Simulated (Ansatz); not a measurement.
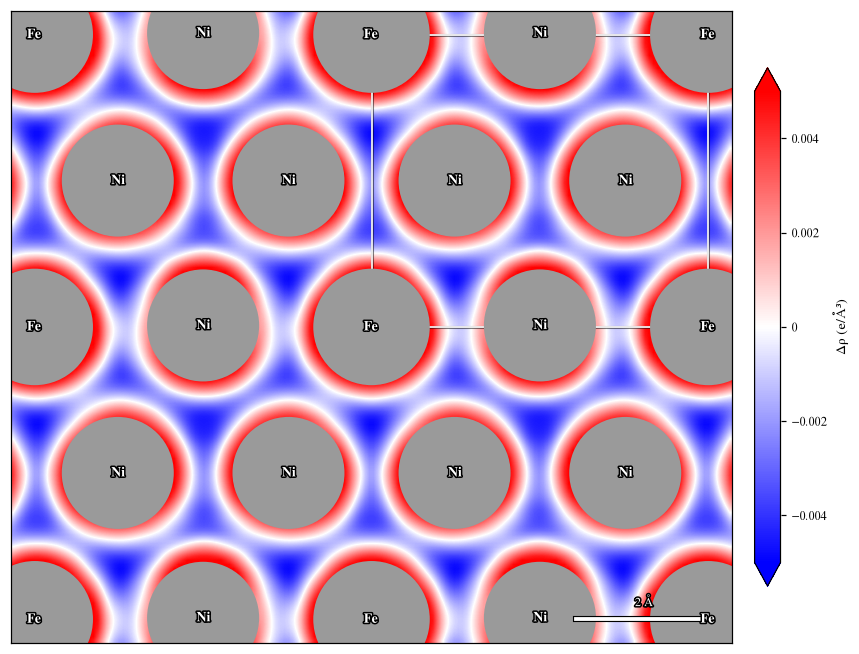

FeNi3: difference of two self-consistent densities at the same geometry, ρ(LDA) − ρ(PBEsol), on the (100) plane of the conventional cell. Grey discs cover the cores, where the PAW densities can't be compared. Cores are masked to 0.9 Å (Fe) and 0.8 Å (Ni).

Space group Pmmn; spin-polarised. The cell comes from a database of computed structures, not from a measurement.

Both runs: Ansatz, scalar-relativistic, plane waves and PAW, same cutoff, k-points and PAW files (made with PBE).

How does the change of level move the electrons?

Answer. Against PBEsol, and outside the masked cores, the largest gain lies at the edge of the masked cores of Fe and Ni, and the largest loss, 0.005 e/Å³, lies 1.5 Å from a nickel nucleus and 1.5 Å from an iron one.
- Bader charges are Fe +0.39 and Ni −0.13 e with PBEsol and Fe +0.37 and Ni −0.12 e with LDA. Among metals such charges hang on how the charge between the atoms is shared out.
- At this volume the pressure is −4 GPa with PBEsol and −12 GPa with LDA.
- The integrated |spin density| goes from 10.0 to 9.6 μB in the cell of the calculation, and part of the map comes from this change.
